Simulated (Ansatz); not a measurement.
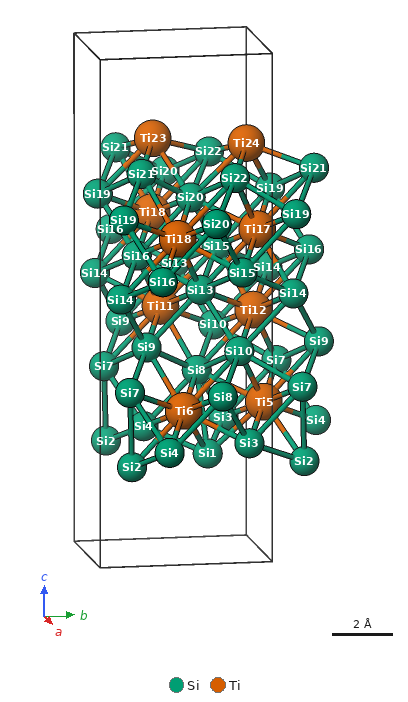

*The structure as given in the input (ball-and-stick view of the cell of the calculation, with the vacuum cut short, seen slightly off an axis; bonded neighbours outside the cell are drawn too; atoms are numbered from 1 in the order of the input). An atom can appear more than once, as a periodic image.*

## Single-point calculation of TiSi2 (part 1 of 2)

TiSi2 (slab, 24 atoms in the cell), computed with DFT, PBEsol, plane waves, PAW, no spin polarisation (Ansatz 0.2.0).

The structure derives from an entry of the Crystallography Open Database. Figures and captions count atoms from 1; the log counts them from 0 in places.

What the program printed
```
Engine: ansatz 0.2.0, aarch64-unknown-linux-gnu
Pseudopotentials: kind: paw
Pseudopotential: Si, paw, valence charge 4, recommended cutoff 420 eV (normal), Si.paw.azcp
Pseudopotential: Ti, paw, valence charge 12, recommended cutoff 420 eV (normal), Ti.paw.azcp
Functional definition: PBEsol
  exchange = pbesol_x
  correlation = pbesol_c
Crystal: 24 atoms, lattice volume = 732.577 Å³
Basis set: ecut = 500 eV, 18607 PW (Γ), exchange–correlation on 72×90×384 points (8 copies of the dense FFT grid, shifted against one another)
Bands: 104, of which v1, the nominal top of the filled ones, is band 80 counted from 1 (79 counted from 0)
Symmetry: 2 space group operations
Space group: Pc (ITA 7), of the structure as read, at distance tolerance 9.0e-5 Å
k-points: 16 of 42 (time reversal used)
Non-local potential: Si, projectors of the file, l = 0: 2, l = 1: 2, l = 2: 2
Non-local potential: Ti, projectors of the file, l = 0: 3, l = 1: 2, l = 2: 3, l = 3: 1
PAW form: soft (Blöchl's): semilocal exchange-correlation on the pseudo side does not see the compensation charge
PAW frozen core: Si, regenerated for the run's functional, and the local potential with it (the file was generated under x = pbe(κ = 0.804, μ = 0.2195149727645171), c = pbe(β = 0.06672455060314922))
PAW frozen core: Ti, regenerated for the run's functional, and the local potential with it (the file was generated under x = pbe(κ = 0.804, μ = 0.2195149727645171), c = pbe(β = 0.06672455060314922))
PAW one-centre angular grid: Si, 110 points (default); XC on 64 Gauss nodes
PAW one-centre angular grid: Ti, 590 points (default); XC on 64 Gauss nodes
Initial density: superposition of atomic densities (neutral atoms: chi_scale 0, normalization atom), corrected by the library's trained network
Initial wavefunctions: pseudopotential atomic-orbital guess
Functional: x = pbesol(κ = 0.804, μ = 0.12345679012345678), c = pbesol(β = 0.046)
SCF iter   1: F=—  HF=-29741.929081 eV  |F-HF|=—  |Δ(HF+E_count)|=         —  Δρ=6.70e-3  dr2=7.54e0  ethr=1.77e-3  p=0.279 e·Å  D=6.90e-2 V/Å  ΔV_dip=-1.78 eV  dr2_dipole=5.35e0  V_vac-E_F(+/−)=3.06/4.84 eV  ⟨swp⟩=8.8  Hψ=7676  notcnv=0  defer=174
efield: sawtooth ramp at fractional position 0.9803 (placed from the atoms, in the widest stretch of the axis that holds none; the zero of the levels goes with the place), width 0.0400; the density the first Hamiltonian is built on has a dipole p = 0.279 e·Å; the dipole correction subtracts the counter field D = 6.90e-2 V/Å, which shifts the + side's vacuum level by -1.78 eV against the − side's; the planar-averaged density in the ramp window peaks in size at 8.1e-5 e/Å³
preconditioner: resta → Resta (q_TF=auto, 2.117 Å⁻¹)  ε∞=6.4, the Penn estimate 6.407406942576871  [insulator: Δε(μ)=0.024 eV  Ē_g=5.781 eV  σ=0.005 eV  W_gap=0.63  ℏωp=13.4 eV  vacuum switching on, ρ_ref=2.4e-3 e/Å³]
SCF iter   2: F=—  HF=-29752.062502 eV  |F-HF|=—  |Δ(HF+E_count)|=    1.01e1  Δρ=5.83e-2  dr2=7.39e2  ethr=1.77e-3  p=-0.253 e·Å  D=-6.24e-2 V/Å  ΔV_dip=1.62 eV  dr2_dipole=4.85e2  V_vac-E_F(+/−)=4.56/2.94 eV  ⟨swp⟩=4.1  Hψ=2516  notcnv=0  defer=281  κ⁻¹=1.0e0(r=1)
SCF iter   3: F=—  HF=-29741.839656 eV  |F-HF|=—  |Δ(HF+E_count)|=    1.02e1  Δρ=5.94e-3  dr2=9.96e-1  ethr=1.77e-3  p=0.212 e·Å  D=5.24e-2 V/Å  ΔV_dip=-1.35 eV  dr2_dipole=1.90e-1  V_vac-E_F(+/−)=3.18/4.54 eV  ⟨swp⟩=3.0  Hψ=3215  notcnv=0  defer=247  κ⁻¹=3.1e-4(r=2)
SCF iter   4: F=—  HF=-29741.807694 eV  |F-HF|=—  |Δ(HF+E_count)|=   3.20e-2  Δρ=2.59e-3  dr2=1.20e-1  ethr=6.23e-4  p=0.214 e·Å  D=5.30e-2 V/Å  ΔV_dip=-1.37 eV  dr2_dipole=4.60e-4  V_vac-E_F(+/−)=3.16/4.53 eV  ⟨swp⟩=2.1  Hψ=1854  notcnv=0  defer=262  κ⁻¹=4.0e-5(r=3)
SCF iter   5: F=—  HF=-29741.803176 eV  |F-HF|=—  |Δ(HF+E_count)|=   4.52e-3  Δρ=1.76e-3  dr2=1.13e-1  ethr=7.52e-5  p=0.217 e·Å  D=5.37e-2 V/Å  ΔV_dip=-1.39 eV  dr2_dipole=3.46e-2  V_vac-E_F(+/−)=3.17/4.56 eV  ⟨swp⟩=2.4  Hψ=1899  notcnv=0  defer=262  κ⁻¹=3.0e-6(r=4)
SCF iter   6: F=—  HF=-29741.802282 eV  |F-HF|=—  |Δ(HF+E_count)|=   8.94e-4  Δρ=1.40e-3  dr2=8.70e-2  ethr=7.08e-5  p=0.219 e·Å  D=5.41e-2 V/Å  ΔV_dip=-1.40 eV  dr2_dipole=3.50e-2  V_vac-E_F(+/−)=3.08/4.48 eV  ⟨swp⟩=2.4  Hψ=1886  notcnv=0  defer=262  κ⁻¹=2.2e-6(r=5)
SCF iter   7: F=—  HF=-29741.800900 eV  |F-HF|=—  |Δ(HF+E_count)|=   1.38e-3  Δρ=4.40e-4  dr2=9.54e-3  ethr=5.43e-5  p=0.219 e·Å  D=5.41e-2 V/Å  ΔV_dip=-1.40 eV  dr2_dipole=5.74e-3  V_vac-E_F(+/−)=3.07/4.47 eV  ⟨swp⟩=2.1  Hψ=1799  notcnv=0  defer=262  κ⁻¹=1.1e-6(r=6)
SCF iter   8: F=—  HF=-29741.801569 eV  |F-HF|=—  |Δ(HF+E_count)|=   6.69e-4  Δρ=4.02e-4  dr2=4.38e-3  ethr=5.96e-6  p=0.223 e·Å  D=5.50e-2 V/Å  ΔV_dip=-1.42 eV  dr2_dipole=3.46e-5  V_vac-E_F(+/−)=3.04/4.46 eV  ⟨swp⟩=2.8  Hψ=2154  notcnv=0  defer=262  κ⁻¹=8.3e-7(r=7)
SCF iter   9: F=—  HF=-29741.801705 eV  |F-HF|=—  |Δ(HF+E_count)|=   1.36e-4  Δρ=1.98e-4  dr2=1.62e-3  ethr=2.74e-6  p=0.223 e·Å  D=5.52e-2 V/Å  ΔV_dip=-1.43 eV  dr2_dipole=1.88e-4  V_vac-E_F(+/−)=3.03/4.46 eV  ⟨swp⟩=2.0  Hψ=1824  notcnv=0  defer=262  κ⁻¹=7.0e-8(r=8)
SCF iter  10: F=—  HF=-29741.802123 eV  |F-HF|=—  |Δ(HF+E_count)|=   4.18e-4  Δρ=1.08e-4  dr2=9.68e-4  ethr=1.01e-6  p=0.224 e·Å  D=5.54e-2 V/Å  ΔV_dip=-1.43 eV  dr2_dipole=6.34e-4  V_vac-E_F(+/−)=3.01/4.44 eV  ⟨swp⟩=2.4  Hψ=1894  notcnv=0  defer=262  κ⁻¹=7.1e-8(r=8)
SCF iter  11: F=—  HF=-29741.802211 eV  |F-HF|=—  |Δ(HF+E_count)|=   8.86e-5  Δρ=6.52e-5  dr2=8.43e-5  ethr=6.05e-7  p=0.226 e·Å  D=5.58e-2 V/Å  ΔV_dip=-1.44 eV  dr2_dipole=1.21e-5  V_vac-E_F(+/−)=2.99/4.43 eV  ⟨swp⟩=1.8  Hψ=1479  notcnv=0  defer=262  κ⁻¹=1.1e-5(r=8)
SCF iter  12: F=—  HF=-29741.802431 eV  |F-HF|=—  |Δ(HF+E_count)|=   2.20e-4  Δρ=3.18e-5  dr2=2.57e-5  ethr=5.27e-8  p=0.227 e·Å  D=5.61e-2 V/Å  ΔV_dip=-1.45 eV  dr2_dipole=1.47e-7  V_vac-E_F(+/−)=2.97/4.43 eV  ⟨swp⟩=2.0  Hψ=2334  notcnv=0  defer=262  κ⁻¹=7.0e-6(r=8)
SCF iter  13: F=—  HF=-29741.802435 eV  |F-HF|=—  |Δ(HF+E_count)|=   4.13e-6  Δρ=1.50e-5  dr2=4.07e-6  ethr=1.61e-8  p=0.227 e·Å  D=5.62e-2 V/Å  ΔV_dip=-1.45 eV  dr2_dipole=5.55e-7  V_vac-E_F(+/−)=2.97/4.43 eV  ⟨swp⟩=2.0  Hψ=1610  notcnv=0  defer=262  κ⁻¹=5.1e-6(r=8)
SCF iter  14: F=—  HF=-29741.802438 eV  |F-HF|=—  |Δ(HF+E_count)|=   2.49e-6  Δρ=1.01e-5  dr2=2.03e-6  ethr=2.55e-9  p=0.228 e·Å  D=5.62e-2 V/Å  ΔV_dip=-1.46 eV  dr2_dipole=4.80e-8  V_vac-E_F(+/−)=2.97/4.43 eV  ⟨swp⟩=2.2  Hψ=2197  notcnv=0  defer=262  κ⁻¹=8.2e-6(r=8)
SCF iter  15: F=—  HF=-29741.802438 eV  |F-HF|=—  |Δ(HF+E_count)|=   8.31e-7  Δρ=7.45e-6  dr2=1.62e-6  ethr=1.27e-9  p=0.228 e·Å  D=5.63e-2 V/Å  ΔV_dip=-1.46 eV  dr2_dipole=1.21e-6  V_vac-E_F(+/−)=2.97/4.42 eV  ⟨swp⟩=2.0  Hψ=1840  notcnv=0  defer=262  κ⁻¹=1.3e-5(r=8)
SCF iter  16: F=—  HF=-29741.802439 eV  |F-HF|=—  |Δ(HF+E_count)|=   3.96e-7  Δρ=6.07e-6  dr2=9.55e-7  ethr=1.02e-9  p=0.228 e·Å  D=5.63e-2 V/Å  ΔV_dip=-1.46 eV  dr2_dipole=2.36e-7  V_vac-E_F(+/−)=2.97/4.42 eV  ⟨swp⟩=2.0  Hψ=1729  notcnv=0  defer=262  κ⁻¹=4.5e-5(r=8)
SCF iter  17: F=—  HF=-29741.802439 eV  |F-HF|=—  |Δ(HF+E_count)|=   2.48e-8  Δρ=2.47e-6  dr2=4.30e-7  ethr=5.97e-10  p=0.228 e·Å  D=5.63e-2 V/Å  ΔV_dip=-1.46 eV  dr2_dipole=1.58e-7  V_vac-E_F(+/−)=2.97/4.42 eV  ⟨swp⟩=2.0  Hψ=1600  notcnv=0  defer=262  κ⁻¹=1.2e-5(r=8)
SCF iter  18: F=-29741.802439 eV  HF=-29741.802439 eV  |F-HF|=3.83e-8  |Δ(HF+E_count)|=   3.73e-8  Δρ=1.45e-6  dr2=5.00e-8  ethr=6.25e-11  p=0.228 e·Å  D=5.63e-2 V/Å  ΔV_dip=-1.46 eV  dr2_dipole=9.00e-9  V_vac-E_F(+/−)=2.97/4.42 eV  ⟨swp⟩=24.9  Hψ=11099  notcnv=0
SCF 1 converged in 18 iterations: F = -29741.802439 eV  dr2 = 5.00e-8
  greatest PAW one-centre occupation: 0.999 electrons in one spin orbital (limit 2), on the Ti atom at site 17 (counted from 0), in its partial waves of l = 0
```

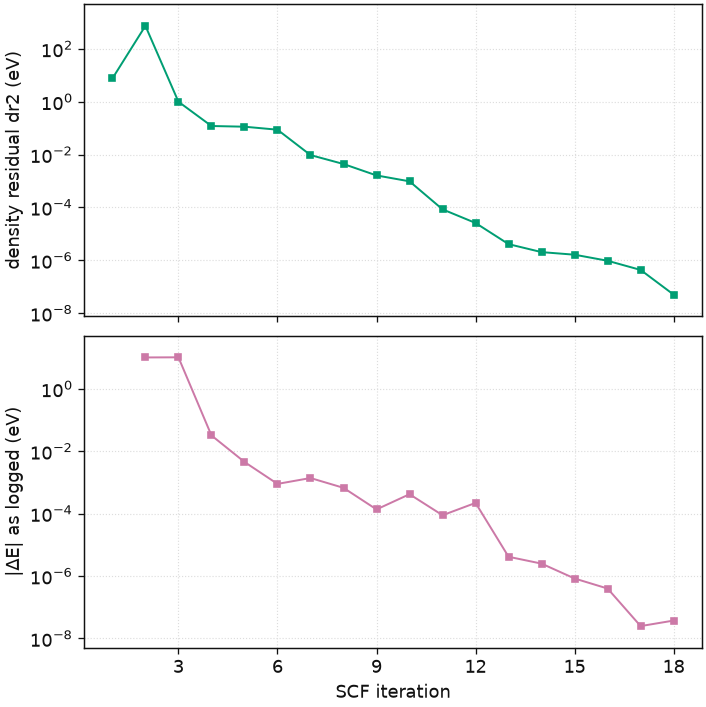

*Convergence of the self-consistent field: density residual dr2 and size of the energy change against the SCF iteration.*

The residual comes down, with one marked jump up, by a factor of about 100, at step 2.

```
SCF converged after 18 iterations
Stability not checked: this state was not tested for a lower state beside it, because the mixer in use, unlike msr1, does not test its closes by its own steps (another_mixer; see scf.mixing.algorithm and scf.lower_state_search)
Free energy (F): -29741.802439 eV
Harris-Foulkes:  -29741.802439 eV  (|F-HF|=3.83e-8)
Internal energy: -29741.800693 eV  (E = F + TS)
E sigma→0 (E₀):  -29741.801566 eV
Entropy (-TS):   -0.001746 eV (-0.073 meV/atom)
Fermi energy:    3.814516 eV
Dipole field:    D = 0.056264 V/Å  (p = 0.227783 e·Å, saw-weighted, corrected)
Work function:   Φ+ = 2.9679 eV   Φ− = 4.4238 eV
Levels:          The Fermi level and band energies are counted from a zero that moves with the ramp; work functions are not
--- Per-component energies (eV) ---
  E_band       = -2255.763001
  E_kinetic    = 2863.847362
  E_local      = -114116.931214  (includes V_loc(G=0)·N_el)
  E_nonlocal   = 487.275852
  E_hartree    = 55835.200808
  E_xc         = -1671.264576
  E_vxc        = -1750.951485  (∫ρ·V_xc dr)
  E_paw        = -16163.115680  (= ΣΔE_a)
  E_vpaw       = -1406.011874  (= ΣTr[D̂ρ^β])
  E_aug_tail   = 0.000800  (compensation charges beyond the density's cutoff)
  E_efield     = 0.006408  (sawtooth field / dipole correction)
  E_vefield    = -3.398464  (∫n·V_field dr)
  E_ewald      = 43021.559502
  E_core_change = 1.620045  (= ΣΔE_core)
  E_smearing   = -0.001746  (= −TS)
  E_closure    = -0.000000  (closes the sum)
  Σ components = -29741.802439   (vs F -29741.802439, Δ=0.00e0)
--- Forces (eV/Å), atoms counted from 1 ---
  atom   1  Si     0.19917024     0.08860740     0.08419604
  atom   2  Si    -0.19917024     0.08860740     0.08419604
  atom   3  Si    -0.13605242    -0.08733604     0.03464900
  atom   4  Si     0.13605242    -0.08733604     0.03464900
  atom   5  Ti    -0.00204051    -0.01030485    -0.00593303
  atom   6  Ti     0.00204051    -0.01030485    -0.00593303
  atom   7  Si     0.01635271     0.05948342     0.09487801
  atom   8  Si    -0.01635271     0.05948342     0.09487801
  atom   9  Si     0.02995058    -0.04562579    -0.04079140
  atom  10  Si    -0.02995058    -0.04562579    -0.04079140
  atom  11  Ti     0.00337964     0.00961503    -0.02140580
  atom  12  Ti    -0.00337964     0.00961503    -0.02140580
  atom  13  Si     0.01446931     0.04528470     0.03667445
  atom  14  Si    -0.01446931     0.04528470     0.03667445
  atom  15  Si     0.00258525    -0.05036224    -0.04698665
  atom  16  Si    -0.00258525    -0.05036224    -0.04698665
  atom  17  Ti    -0.01119537    -0.01444150    -0.01113200
  atom  18  Ti     0.01119537    -0.01444150    -0.01113200
  atom  19  Si    -0.00534204     0.07360218     0.01429344
  atom  20  Si     0.00534204     0.07360218     0.01429344
  atom  21  Si     0.04113441     0.00252686    -0.08443588
  atom  22  Si    -0.04113441     0.00252686    -0.08443588
  atom  23  Ti     0.09970795    -0.07106113    -0.05392206
  atom  24  Ti    -0.09970795    -0.07106113    -0.05392206
  max |Σ_I F_I| component: 1.68e-4 eV/Å
--- Band table (eV; the first three rows and the last of 16) ---
```
